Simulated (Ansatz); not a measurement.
Input file:

```
crystal:
  lattice:
    - [5.6336864727, 0.0, 0.0]
    - [-2.8168432363, 4.8789156023, 0.0]
    - [0.0, 0.0, 20.0321727095]
  atoms:
    - { symbol: Al, position: [0.3333333333, 0.1666666667, 0.1996787896] }
    - { symbol: Al, position: [0.3333333333, 0.6666666667, 0.1996787896] }
    - { symbol: Al, position: [0.8333333333, 0.1666666667, 0.1996787896] }
    - { symbol: Al, position: [0.8333333333, 0.6666666667, 0.1996787896] }
    - { symbol: Al, position: [0.1666666667, 0.3333333333, 0.3128097176] }
    - { symbol: Al, position: [0.1666666667, 0.8333333333, 0.3128097176] }
    - { symbol: Al, position: [0.6666666667, 0.3333333333, 0.3128097176] }
    - { symbol: Al, position: [0.6666666667, 0.8333333333, 0.3128097176] }
    - { symbol: Al, position: [0.0, 0.0, 0.4259234799] }
    - { symbol: Al, position: [0.0, 0.5, 0.4259234799] }
    - { symbol: Al, position: [0.5, 0.0, 0.4259234799] }
    - { symbol: Al, position: [0.5, 0.5, 0.4259234799] }
    - { symbol: O, position: [0.0, 0.0, 0.519772511] }
basis:
  ecutwfc: 420
kpoints:
  mp_grid: { grid: [6, 6, 1] }
hamiltonian:
  xc: lda
scf:
  occupations: { method: gaussian, width: 0.1 }
output:
  forces: true
  eigenvalues: true
  write_density: true
  write_potential: true
  elf: true
  volumetric_format: npy
relax:
  adjacent_minimum: "off"
  f_tol: 0.025
  max_steps: 16
  constraints:
    - { sites: [0, 1, 2, 3, 4, 5, 6, 7, 8, 9, 10, 11] }
    - { sites: [12], fix: xy }
efield:
  axis: 3
  dipole_correction: true
  ramp_width: 0.04
```

Run with:

```sh
ansatz run input.yaml --threads 4 --pin off --max-ram 12288MiB --backend cpu --events-out ev --progress --plain --runs-dir out
```

The fields are those of the run's last geometry, not of the input's.

A point of a scan over the structure, not its minimum; not relaxed (largest force 0.3 eV/Å).

Method: DFT LDA, scalar-relativistic, plane waves, PAW in Ansatz.

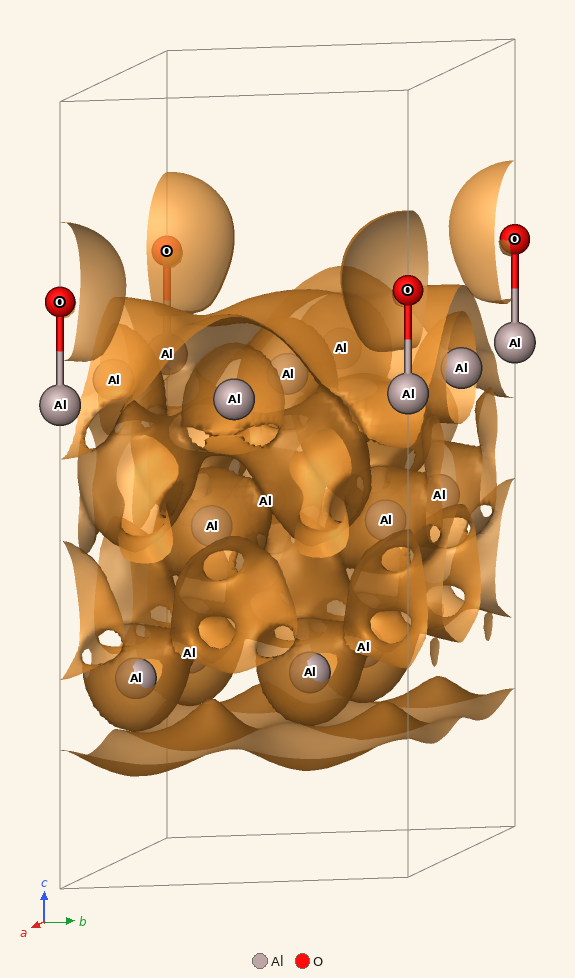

Al$_{12}$O (slab). Isosurface of the electron localisation function at 0.55 (orange), seen slightly off an axis. Only the valence region is drawn (cores and ρ < 0.01 e/Å³ removed). Sticks mark near contacts.

In a PAW calculation such maps are meaningful between the atoms, not at the nuclei.

What do the ELF domains correspond to?

Answer. At this value the surface marks out one region on O in which the atom's valence shell and bonds are merged and sheets that run through the cell in two directions, counted in one cell of 13 atoms. Counts are for one cell; the picture repeats the cell along the surface. Profiles from the grid: Al–O (1.65 Å): the ELF peaks at about 0.85 in the valence shell of O, 0.7 Å from its nucleus, and is about 0.80 at the midpoint.
